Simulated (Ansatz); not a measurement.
**Geometry relaxation of AlAs**

AlAs (2 atoms in the cell), computed with DFT PBE, scalar-relativistic, plane waves, PAW, PAW set soft_1, no spin polarisation (Ansatz 0.2.0).

The structure derives from an entry of the Crystallography Open Database. Figures and captions count atoms from 1; the log counts them from 0 in places.

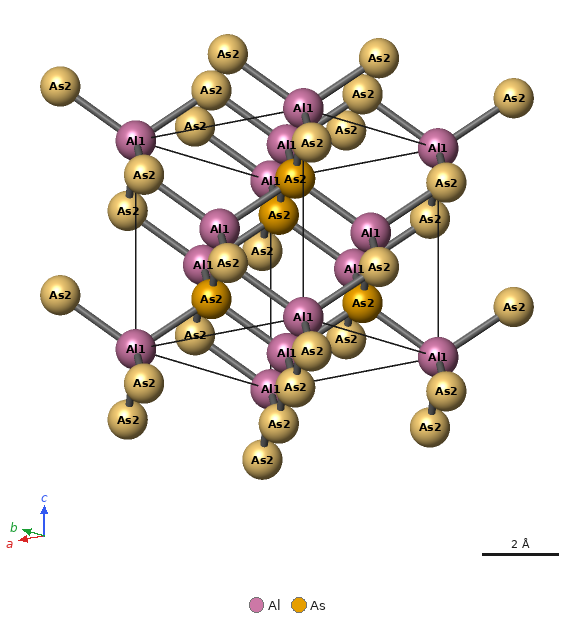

The structure as given in the input (ball-and-stick view of the cell 4 times as large as that of the calculation, set on its symmetry axes, seen at an oblique angle; neighbours outside the cell are drawn fainter; atoms are numbered from 1 in the order of the input). An atom can appear more than once, as a periodic image. Near neighbours in the periodic cell (some may lie outside the picture): Al has 4 As at 2.45 Å; As has 4 Al at 2.45 Å.

Input:
```yaml
crystal:
  lattice:
    - [0.0, 2.8304, 2.8304]
    - [2.8304, 0.0, 2.8304]
    - [2.8304, 2.8304, 0.0]
  atoms:
    - { symbol: Al, position: [0.0, 0.0, 0.0] }
    - { symbol: As, position: [0.75, 0.75, 0.75] }
basis:
  ecutwfc: 420
kpoints:
  mp_grid: { grid: [8, 8, 8] }
hamiltonian:
  xc: pbe
  pseudopotentials: { kind: paw, azcp: { folder: soft_1 } }
scf:
  occupations: { method: gaussian, width: 0.02 }
output:
  forces: true
  stress: true
  eigenvalues: true
relax:
  adjacent_minimum: "off"
  f_tol: 0.005
  max_steps: 80
  cell: { stress_tol: 0.05 }
```

Machine: 1 thread of Arm Neoverse V1, 24 GiB of memory available, shared host.

Command:
```bash
ansatz run input.yaml --threads 1 --pin off --max-ram 3072MiB --backend cpu --events-out ev --progress --plain --runs-dir out
```

The program's output:
```
Engine: ansatz 0.2.0, aarch64-unknown-linux-gnu
Pseudopotentials: kind: paw
Pseudopotential: Al, paw, valence charge 3, recommended cutoff 420 eV (normal), [file]
Pseudopotential: As, paw, valence charge 15, recommended cutoff 420 eV (normal), [file]
Functional definition: PBE
  parameter kappa = 0.804
  parameter beta = 0.06672455060314922
  exchange = pbe_x(kappa = kappa, mu = beta*pi^2/3)
  correlation = pbe_c(beta = beta)
Crystal: 2 atoms, lattice volume = 45.350 Å³
Basis set: ecut = 420 eV, 893 PW (Γ), exchange–correlation on 54×54×54 points (8 copies of the dense FFT grid, shifted against one another)
Bands: 13, of which v1, the nominal top of the filled ones, is band 9 counted from 1 (8 counted from 0)
Symmetry: 24 space group operations
Space group: F-43m (ITA 216), of the structure as read, at distance tolerance 3.6e-5 Å
k-points: 29 of 512 (time reversal used)
Non-local potential: Al, projectors of the file, l = 0: 2, l = 1: 2, l = 2: 1
Non-local potential: As, projectors of the file, l = 0: 2, l = 1: 2, l = 2: 3, l = 3: 1
PAW form: soft (Blöchl's): semilocal exchange-correlation on the pseudo side does not see the compensation charge
PAW one-centre angular grid: Al, 110 points (default); XC on 64 Gauss nodes
PAW one-centre angular grid: As, 590 points (default); XC on 64 Gauss nodes
Initial density: superposition of atomic densities (chi_scale 0.1, normalization cell, long waves kept (reshape's long-wave potential 0.00 eV rms))
Initial wavefunctions: pseudopotential atomic-orbital guess
Functional: x = pbe(κ = 0.804, μ = 0.2195149727645171), c = pbe(β = 0.06672455060314922)
SCF iter   1: F=—  HF=-5394.738743 eV  |F-HF|=—  |Δ(HF+E_count)|=         —  Δρ=3.65e-2  dr2=6.77e-1  ethr=3.10e-3  ⟨swp⟩=5.9  Hψ=2308  notcnv=0
preconditioner: auto → none  [insulator: Δε(μ)=1.808 eV  Ē_g=10.102 eV  σ=0.020 eV  W_gap=1.00  n_scr=14 (ndim 8)  ℏωp=15.6 eV  f_vac=0.000  D(μ)=0.00/eV (n_scr^D=0)  ε∞_Penn≈3.4]
SCF iter   2: F=—  HF=-5394.621606 eV  |F-HF|=—  |Δ(HF+E_count)|=   1.17e-1  Δρ=1.68e-2  dr2=9.46e-2  ethr=3.10e-3  ⟨swp⟩=2.1  Hψ=734  notcnv=0
SCF iter   3: F=—  HF=-5394.612699 eV  |F-HF|=—  |Δ(HF+E_count)|=   8.91e-3  Δρ=4.25e-3  dr2=9.41e-3  ethr=5.26e-4  ⟨swp⟩=3.0  Hψ=754  notcnv=0
SCF iter   4: F=—  HF=-5394.609955 eV  |F-HF|=—  |Δ(HF+E_count)|=   2.74e-3  Δρ=8.24e-4  dr2=1.61e-4  ethr=5.23e-5  ⟨swp⟩=2.1  Hψ=757  notcnv=0
SCF iter   5: F=—  HF=-5394.610002 eV  |F-HF|=—  |Δ(HF+E_count)|=   4.76e-5  Δρ=2.01e-4  dr2=7.18e-6  ethr=8.94e-7  ⟨swp⟩=2.6  Hψ=490  notcnv=0
SCF iter   6: F=—  HF=-5394.610025 eV  |F-HF|=—  |Δ(HF+E_count)|=   2.29e-5  Δρ=2.37e-5  dr2=1.27e-7  ethr=3.99e-8  ⟨swp⟩=2.2  Hψ=472  notcnv=0
SCF iter   7: F=-5394.610025 eV  HF=-5394.610025 eV  |F-HF|=1.89e-10  |Δ(HF+E_count)|=   1.87e-7  Δρ=1.76e-6  dr2=1.63e-9  ethr=5.56e-10  ⟨swp⟩=5.1  Hψ=1791  notcnv=0
SCF 1 converged in 7 iterations: F = -5394.610025 eV  dr2 = 1.63e-9
  greatest PAW one-centre occupation: 0.999 electrons in one spin orbital (limit 2), on the As atom at site 1 (counted from 0), in its partial waves of l = 2
relax step   1: F+E_penalty+E_count = -5394.61002543 eV  Δ(F+E_penalty+E_count) = +0.000e0 eV  max|allowed force component| = 9.469e-17 eV/Å  Δτ_max = 0.0000 Å  P = +2.573 GPa  Ω = 45.350 Å³  (7 SCF iters, dr2 threshold 1.00e-7 eV, accepted)
Crystal: 2 atoms, lattice volume = 46.750 Å³
Basis set: ecut = 420 eV, 941 PW (Γ), exchange–correlation on 54×54×54 points (8 copies of the dense FFT grid, shifted against one another)
Initial density: handed on by an earlier stage of this run
Initial wavefunctions: those handed on with the density
iter 1 solved again at ethr=6.61e-6 eV; its pass at ethr=3.10e-3 eV (dr2=1.19e-3 eV) is discarded
SCF iter   1: F=—  HF=-5394.622534 eV  |F-HF|=—  |Δ(HF+E_count)|=         —  Δρ=1.29e-3  dr2=1.18e-3  ethr=6.61e-6  ⟨swp⟩=1.2  Hψ=2710  notcnv=0
preconditioner: auto → none  [insulator: Δε(μ)=1.487 eV  Ē_g=9.755 eV  σ=0.020 eV  W_gap=1.00  n_scr=14 (ndim 8)  ℏωp=15.4 eV  f_vac=0.010  D(μ)=0.00/eV (n_scr^D=0)  ε∞_Penn≈3.5]
SCF iter   2: F=—  HF=-5394.622310 eV  |F-HF|=—  |Δ(HF+E_count)|=   2.25e-4  Δρ=5.63e-4  dr2=1.68e-4  ethr=6.56e-6  ⟨swp⟩=2.2  Hψ=487  notcnv=0
SCF iter   3: F=—  HF=-5394.622317 eV  |F-HF|=—  |Δ(HF+E_count)|=   7.60e-6  Δρ=1.36e-4  dr2=1.64e-5  ethr=9.33e-7  ⟨swp⟩=2.8  Hψ=648  notcnv=0
SCF iter   4: F=—  HF=-5394.622313 eV  |F-HF|=—  |Δ(HF+E_count)|=   4.65e-6  Δρ=4.04e-5  dr2=4.95e-7  ethr=9.10e-8  ⟨swp⟩=2.0  Hψ=638  notcnv=0
SCF iter   5: F=-5394.622313 eV  HF=-5394.622313 eV  |F-HF|=1.35e-8  |Δ(HF+E_count)|=   5.55e-7  Δρ=5.96e-6  dr2=1.14e-8  ethr=1.11e-9  ⟨swp⟩=5.5  Hψ=1752  notcnv=0
SCF 2 converged in 5 iterations: F = -5394.622313 eV  dr2 = 1.14e-8
relax step   2: F+E_penalty+E_count = -5394.62231323 eV  Δ(F+E_penalty+E_count) = -1.229e-2 eV  max|allowed force component| = 2.600e-17 eV/Å  Δτ_max = 0.0000 Å  P = +0.337 GPa  Ω = 46.750 Å³  energy of the carried Pulay correction = -1.723e-4 eV  (5 SCF iters, dr2 threshold 2.00e-7 eV, accepted)
Crystal: 2 atoms, lattice volume = 46.968 Å³
iter 1 solved again at ethr=1.62e-7 eV; its pass at ethr=3.10e-3 eV (dr2=2.92e-5 eV) is discarded
SCF iter   1: F=—  HF=-5394.622521 eV  |F-HF|=—  |Δ(HF+E_count)|=         —  Δρ=1.93e-4  dr2=2.71e-5  ethr=1.62e-7  ⟨swp⟩=2.0  Hψ=2612  notcnv=0
preconditioner: auto → none  [insulator: Δε(μ)=1.502 eV  Ē_g=9.735 eV  σ=0.020 eV  W_gap=1.00  n_scr=14 (ndim 8)  ℏωp=15.3 eV  f_vac=0.007  D(μ)=0.00/eV (n_scr^D=0)  ε∞_Penn≈3.5]
SCF iter   2: F=—  HF=-5394.622529 eV  |F-HF|=—  |Δ(HF+E_count)|=   7.31e-6  Δρ=8.55e-5  dr2=3.92e-6  ethr=1.51e-7  ⟨swp⟩=2.4  Hψ=485  notcnv=0
SCF iter   3: F=—  HF=-5394.622529 eV  |F-HF|=—  |Δ(HF+E_count)|=   1.00e-9  Δρ=2.15e-5  dr2=4.13e-7  ethr=2.18e-8  ⟨swp⟩=3.0  Hψ=651  notcnv=0
SCF iter   4: F=-5394.622529 eV  HF=-5394.622529 eV  |F-HF|=1.13e-8  |Δ(HF+E_count)|=   9.33e-8  Δρ=6.25e-6  dr2=1.21e-8  ethr=1.11e-9  ⟨swp⟩=5.4  Hψ=1854  notcnv=0
SCF 3 converged in 4 iterations: F = -5394.622529 eV  dr2 = 1.21e-8
relax step   3: F+E_penalty+E_count = -5394.62252859 eV  Δ(F+E_penalty+E_count) = -2.154e-4 eV  max|allowed force component| = 3.999e-17 eV/Å  Δτ_max = 0.0000 Å  P = +0.019 GPa  Ω = 46.968 Å³  energy of the carried Pulay correction = -1.987e-4 eV  (4 SCF iters, dr2 threshold 2.00e-7 eV, accepted)
Basis set: ecut = 420 eV, 941 PW (Γ), exchange–correlation on 60×60×60 points (8 copies of the dense FFT grid, shifted against one another)
Initial wavefunctions: pseudopotential atomic-orbital guess (no wavefunctions were taken with the density)
iter 1 solved again at ethr=1.58e-7 eV; its pass at ethr=3.10e-3 eV (dr2=2.84e-5 eV) is discarded
SCF iter   1: F=—  HF=-5394.622766 eV  |F-HF|=—  |Δ(HF+E_count)|=         —  Δρ=2.95e-5  dr2=5.69e-8  ethr=1.58e-7  ⟨swp⟩=3.0  Hψ=3283  notcnv=0
preconditioner: auto → none  [insulator: Δε(μ)=1.504 eV  Ē_g=9.736 eV  σ=0.020 eV  W_gap=1.00  n_scr=14 (ndim 8)  ℏωp=15.3 eV  f_vac=0.006  D(μ)=0.00/eV (n_scr^D=0)  ε∞_Penn≈3.5]
SCF iter   2: F=—  HF=-5394.622758 eV  |F-HF|=—  |Δ(HF+E_count)|=   7.41e-6  Δρ=1.53e-5  dr2=1.71e-8  ethr=3.16e-10  ⟨swp⟩=2.0  Hψ=638  notcnv=0
SCF iter   3: F=—  HF=-5394.622759 eV  |F-HF|=—  |Δ(HF+E_count)|=   1.18e-6  Δρ=3.01e-6  dr2=8.18e-10  ethr=9.49e-11  ⟨swp⟩=2.0  Hψ=493  notcnv=0
SCF iter   4: F=—  HF=-5394.622759 eV  |F-HF|=—  |Δ(HF+E_count)|=   4.65e-8  Δρ=4.64e-7  dr2=6.84e-11  ethr=4.54e-12  ⟨swp⟩=2.0  Hψ=638  notcnv=0
SCF iter   5: F=-5394.622759 eV  HF=-5394.622759 eV  |F-HF|=1.82e-11  |Δ(HF+E_count)|=  5.45e-10  Δρ=1.11e-7  dr2=4.26e-12  ethr=1.00e-12  ⟨swp⟩=5.9  Hψ=1495  notcnv=0
SCF 4 converged in 5 iterations: F = -5394.622759 eV  dr2 = 4.26e-12
relax step   4: F+E_penalty+E_count = -5394.62275946 eV  Δ(F+E_penalty+E_count) = -2.309e-4 eV  max|allowed force component| = 3.088e-17 eV/Å  Δτ_max = 0.0000 Å  P = +0.026 GPa  Ω = 46.968 Å³  stress off target by 2.63e-2 GPa  SCF on the basis re-selected at this cell (its energy is not comparable with the rows above)  (5 SCF iters)
```

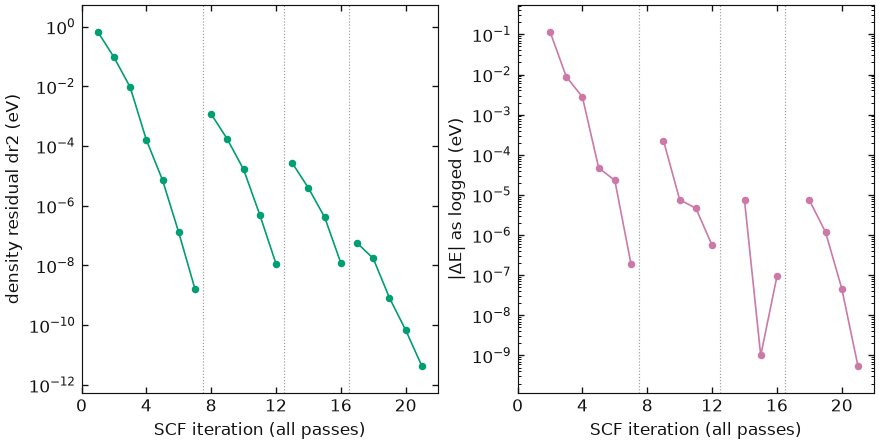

Convergence of the self-consistent field: density residual dr2 and size of the energy change against the SCF iteration. The dotted lines part the SCF passes of the relaxation: geometry steps, rejected trials and re-solves on a re-selected basis. The passes take 7, 5, 4 and 5 iterations.

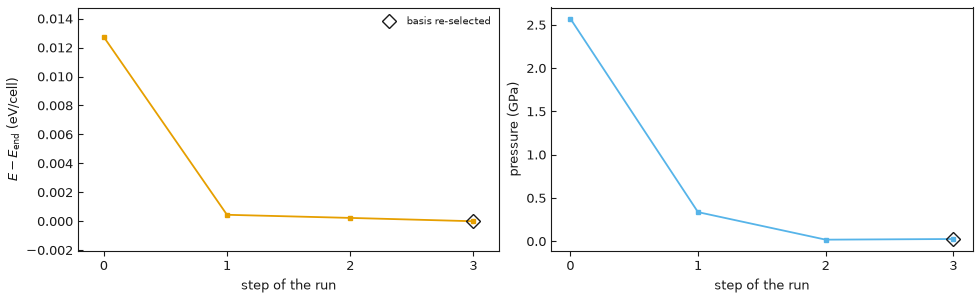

Progress of the relaxation, step by step (the first geometry is step 0 here and step 1 in the log).

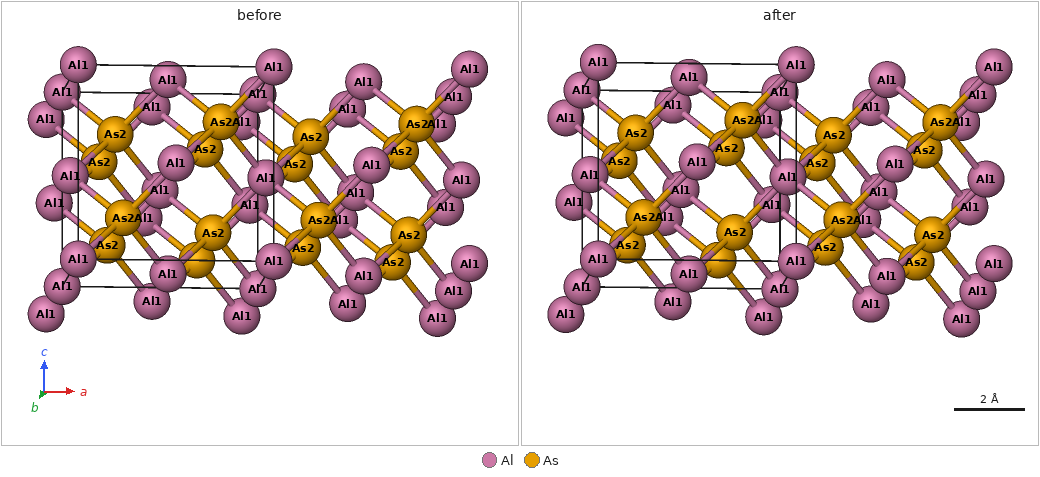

Before (left) and after (right) the relaxation, at one scale (ball-and-stick view of the cell 4 times as large as that of the calculation, set on its symmetry axes, repeated 2 × 2 × 1, seen at an oblique angle). Over 2 geometry steps the energy falls by 12.5 meV per cell of the calculation. All forces vanish by symmetry, so only the cell relaxes. The pressure goes from 2.57 to 0.03 GPa. No atom moves by more than 0.005 Å relative to the cell. Cell: a = b = c 5.661 → 5.727 Å (+1.2 %). Volume +3.6 %. Among the contacts that change: Al1–As2 2.451 → 2.480 Å. The space group stays F-43m (No. 216). A last SCF at the same geometry on a re-selected plane-wave basis shifts the energy by −0.2 meV per cell of the calculation. (Atoms are counted from 1 in the order of the input.)

```
basis re-selected at this cell: Δ(F+E_penalty+E_count) = -2.309e-4 eV, ΔP = +0.008 GPa vs the last step (what re-selecting the basis moved, of the pressure what is left beyond the Pulay correction that the steps carried, after the strain that the cell walked since its last selection, with what the two solves' SCF thresholds leave and, on support functions, any second-order correction that the steps lacked; it is no measure of the basis error at this ecutwfc). The dense FFT grid was sized anew with the basis: this SCF ran on 30×30×30 points, the steps before it on 27×27×27, so part of this shift can come from that change (see relax.cell in the input reference). This SCF's stress stands 2.63e-2 GPa from its target on what of the cell is left free (relax.cell.stress_tol is 5.00e-2 GPa) and its largest allowed force component is 3.09e-17 eV/Å (relax.f_tol is 5.00e-3 eV/Å): within both
SCF converged after 5 iterations
Free energy (F): -5394.622759 eV
Harris-Foulkes:  -5394.622759 eV  (|F-HF|=1.82e-11)
Internal energy: -5394.622759 eV  (E = F + TS)
E sigma→0 (E₀):  -5394.622759 eV
Fermi energy:    6.492907 eV
--- Per-component energies (eV) ---
  E_band       = -277.010731
  E_kinetic    = 119.970521
  E_local      = -2407.033426  (includes V_loc(G=0)·N_el)
  E_nonlocal   = -383.268802
  E_hartree    = 1305.981457
  E_xc         = -107.892820
  E_vxc        = -102.655823  (∫ρ·V_xc dr)
  E_paw        = -2482.970341  (= ΣΔE_a)
  E_vpaw       = -115.986200  (= ΣTr[D̂ρ^β])
  E_aug_tail   = -0.000006  (compensation charges beyond the density's cutoff)
  E_ewald      = -1439.409343
  E_smearing   = -0.000000  (= −TS)
  E_closure    = 0.000000  (closes the sum)
  Σ components = -5394.622759   (vs F -5394.622759, Δ=0.00e0)
--- Forces (eV/Å), atoms counted from 1 ---
  atom   1  Al    -0.00000000     0.00000000     0.00000000
  atom   2  As     0.00000000     0.00000000     0.00000000
  max |Σ_I F_I| component: 6.31e-17 eV/Å
--- Stress (GPa, compression-positive) ---
        0.026310       0.000000       0.000000
       -0.000000       0.026310       0.000000
        0.000000       0.000000       0.026310
  P = ⅓ Tr σ = 0.0263 GPa (0.263 kbar)
--- Band table (eV; the first three rows and the last of 29) ---
  k-point 0: bands = ["-28.6373", "-28.6373", "-28.6373", "-28.6282", "-28.6282", "-5.9283", "5.7412", "5.7412", "5.7412", "7.5226", "9.9837", "9.9837", "9.9837"]
  k-point 1: bands = ["-28.6372", "-28.6372", "-28.6372", "-28.6282", "-28.6282", "-5.7827", "4.3193", "5.5866", "5.5866", "8.3256", "10.2558", "10.2558", "10.3358"]
  k-point 2: bands = ["-28.6371", "-28.6369", "-28.6369", "-28.6281", "-28.6281", "-5.3803", "2.4234", "5.2801", "5.2801", "8.2163", "10.5989", "10.5989", "11.9915"]
  k-point 28: bands = ["-28.6370", "-28.6366", "-28.6357", "-28.6283", "-28.6277", "-4.0507", "0.7578", "2.7043", "3.0433", "10.0573", "11.2086", "11.3266", "11.7675"]
--- Relaxed structure (3 steps of the walk, 3 accepted, 1 SCFs on fresh bases) ---
  F+E_penalty+E_count = -5394.62275946 eV   max|allowed force component| = 3.088e-17 eV/Å   (the final SCF, on the basis selected at the relaxed cell)
  cell:  # Å, volume = 46.9683 Å³
    - [1.1719355675659858e-33, 2.863684052099393, 2.863684052099393]
    - [2.863684052099393, 1.0649327548751783e-32, 2.863684052099393]
    - [2.863684052099393, 2.863684052099393, 7.08256712572487e-33]
  atoms:
    - { symbol: Al, position: [5.238004599254844e-34, -5.408115709379494e-34, -5.549874967816702e-34] }
    - { symbol: As, position: [0.7499999999999999, 0.7499999999999999, 0.7499999999999999] }
```

Trajectory as extended XYZ (Å, eV, eV/Å), 4 frames, from step=1 to step=4:
```
2
Lattice="0.0000 2.8304 2.8304 2.8304 0.0000 2.8304 2.8304 2.8304 0.0000" Properties=species:S:1:pos:R:3:forces:R:3 step=1 energy=-5394.61002 pressure_GPa=2.57
Al    0.0000    0.0000    0.0000    0.0000   0.0000   0.0000
As    4.2456    4.2456    4.2456    0.0000   0.0000   0.0000
2
Lattice="0.0000 2.8592 2.8592 2.8592 0.0000 2.8592 2.8592 2.8592 0.0000" Properties=species:S:1:pos:R:3:forces:R:3 step=2 energy=-5394.62231 pressure_GPa=0.34
Al    0.0000    0.0000    0.0000    0.0000   0.0000   0.0000
As    4.2889    4.2889    4.2889    0.0000   0.0000   0.0000
2
Lattice="0.0000 2.8637 2.8637 2.8637 0.0000 2.8637 2.8637 2.8637 0.0000" Properties=species:S:1:pos:R:3:forces:R:3 step=3 energy=-5394.62253 pressure_GPa=0.02
Al    0.0000    0.0000    0.0000    0.0000   0.0000   0.0000
As    4.2955    4.2955    4.2955    0.0000   0.0000   0.0000
2
Lattice="0.0000 2.8637 2.8637 2.8637 0.0000 2.8637 2.8637 2.8637 0.0000" Properties=species:S:1:pos:R:3:forces:R:3 step=4 energy=-5394.62276 pressure_GPa=0.03
Al    0.0000    0.0000    0.0000    0.0000   0.0000   0.0000
As    4.2955    4.2955    4.2955    0.0000   0.0000   0.0000
```

Summary:

```tsv
quantity	value
outcome	converged
space group (tolerance 0.01 Å)	F-43m (216)
electrons treated	18
free energy	−5394.6228 eV
Fermi energy	6.493 eV
gap on the k-point mesh	1.50 eV
pressure	0.03 GPa
final volume	46.97 Å³
largest force (length of the vector) at the end	under 0.001 eV/Å
final cell	a = 4.050 Å, b = 4.050 Å, c = 4.050 Å, α = 60.00°, β = 60.00°, γ = 60.00°
wall time	8.6 s
peak memory	0.31 GiB
```
